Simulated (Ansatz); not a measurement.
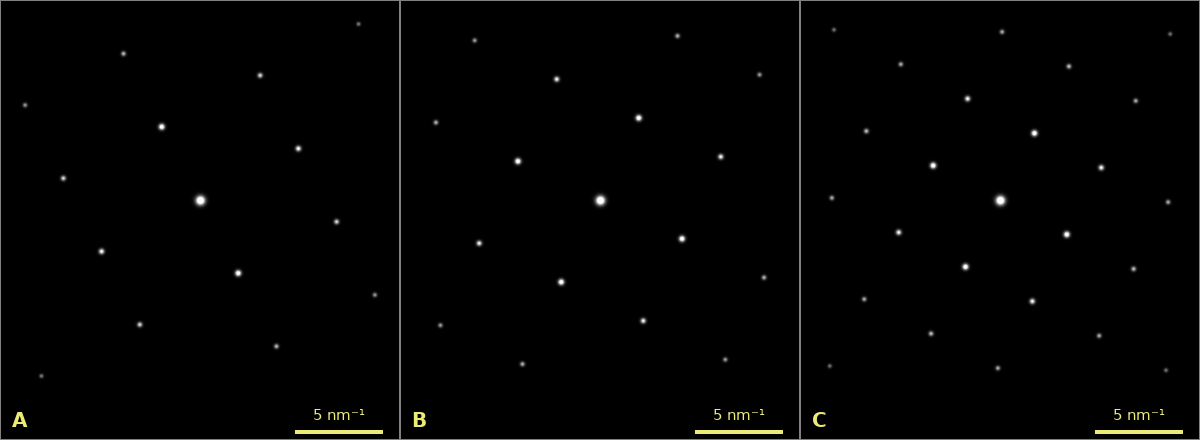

Kinematic electron diffraction patterns (200 kV, B = 0.5 Å², same scale, each along a low-index zone) of three structures of composition Nb, each relaxed at zero pressure with Ansatz 0.2.0, DFT PBEsol, scalar-relativistic, plane waves, PAW.

The structures (standard cells):
1. R-3m (No. 166), a = 3.133 Å, c = 6.320 Å (hexagonal axes), 3 atoms; generated start, possibly hypothetical
2. Im-3m (No. 229), a = 3.271 Å, 2 atoms; generated start, possibly hypothetical
3. I4/mmm (No. 139), a = 2.711 Å, c = 4.857 Å, 2 atoms; generated start, possibly hypothetical

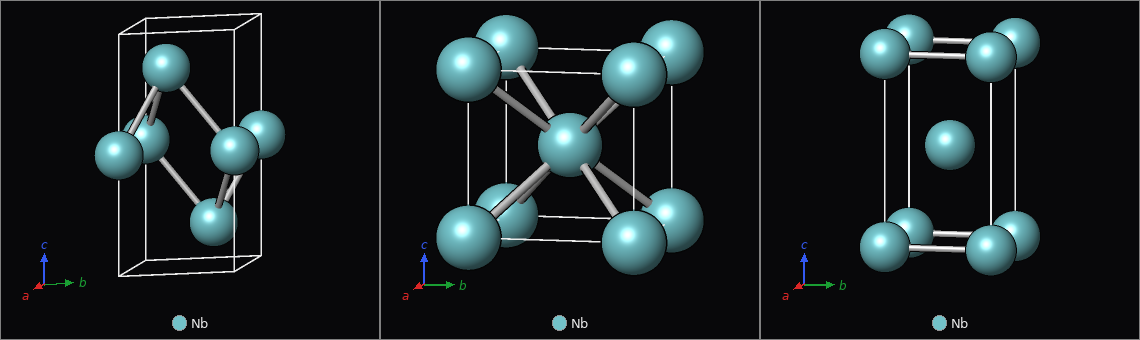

Drawings of the structures 1 to 3, from left to right (each may span several cells).

> Which pattern belongs to which structure, and along which zone?

A is structure 1 along [210] or an equivalent direction: rectangular net of 0 0 3 at d = 2.11 Å and 1 -2 0 at d = 1.57 Å, 90.0° apart. B is structure 3 along [001]: square net of 1 -1 0 at d = 1.92 Å and 1 1 0 at d = 1.92 Å, 90.0° apart. C is structure 2 along [001] or an equivalent direction: square net of 1 -1 0 at d = 2.31 Å and 1 1 0 at d = 2.31 Å, 90.0° apart.

> Which structure lies lowest at this level of theory, and by how much?

Structure 2 (Im-3m, 17.50 Å³ an atom) is the lowest of these; structure 3 (I4/mmm, 17.85 Å³ an atom) lies about 150 meV an atom higher; structure 1 (R-3m, 17.91 Å³ an atom) lies about 280 meV an atom higher. These are static energies at 0 K; other structures, not shown, may lie lower still.
